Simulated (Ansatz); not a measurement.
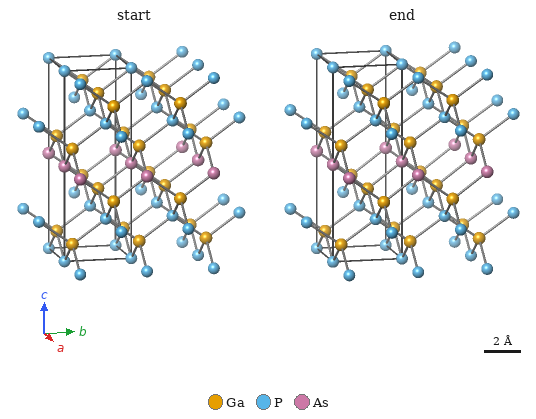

The structure of crystalline Ga$_{4}$AsP$_{3}$ (a generated structure, set up in P-4m2) (coarse preliminary run) before (left) and after (right) a relaxation, at one scale.

The picture is a ball-and-stick view of the cell of the calculation, repeated 2 × 2 × 1 with one cell outlined, seen slightly off an axis.

The calculation used DFT PBE, scalar-relativistic, plane waves, PAW (Ansatz 0.2.0).

The input:
```yaml
crystal:
  lattice:
    - [3.82405086, 0.0, 0.0]
    - [0.0, 3.82405086, 0.0]
    - [0.0, 0.0, 10.81604918]
  atoms:
    - { symbol: Ga, position: [0.5, 0.0, 0.625] }
    - { symbol: Ga, position: [0.0, 0.5, 0.875] }
    - { symbol: Ga, position: [0.5, 0.0, 0.125] }
    - { symbol: Ga, position: [0.0, 0.5, 0.375] }
    - { symbol: P, position: [0.0, 0.0, 0.0] }
    - { symbol: P, position: [0.5, 0.5, 0.25] }
    - { symbol: P, position: [0.5, 0.5, 0.75] }
    - { symbol: As, position: [0.0, 0.0, 0.5] }
basis:
  ecutwfc: 420
kpoints:
  mp_grid: { grid: [4, 4, 2] }
hamiltonian:
  xc: pbe
scf:
  occupations: { method: gaussian, width: 0.1 }
  lower_state_search: "off"
output:
  forces: true
  stress: true
  eigenvalues: true
relax:
  adjacent_minimum: "off"
  f_tol: 0.04
  max_steps: 70
  cell: { stress_tol: 0.4 }
```

Run as
```bash
ansatz run input.yaml --threads 1 --pin off --max-ram 2560MiB --backend cpu --events-out ev --progress --plain --runs-dir out
```

**Summarise the run.**

Over 2 accepted moves (3 points after the start) the energy falls by 49.5 meV per atom. The largest force component goes from 0.92 to 0.031 eV/Å. Pressure: 7.86 GPa at the start and 0.13 GPa at the end. At 1 point the geometry stayed and the basis and grid were re-selected for the new cell (energy shift of 0.5 meV per atom at most each time). The largest moves relative to the cell, 0.073 Å, are those of Ga1 and Ga4. Ga4 goes along −c. Largest moves by element: Ga 0.073 Å, P 0.047 Å. As stays in place. The drawn cell changes as follows: a = b 3.824 → 3.949 Å (+3.3 %), c 10.816 → 11.045 Å (+2.1 %); the volume changes by +8.9 %. Among the contacts that change: Ga1–As8 2.342 → 2.452 Å, Ga2–P5 2.342 → 2.395 Å, Ga1–P7 2.342 → 2.394 Å. Bond angles that change, for instance: Ga1–As8–Ga1 109.5° → 107.3°, As8–Ga4–As8 109.5° → 107.3°. The space group stays P-4m2 (No. 115).
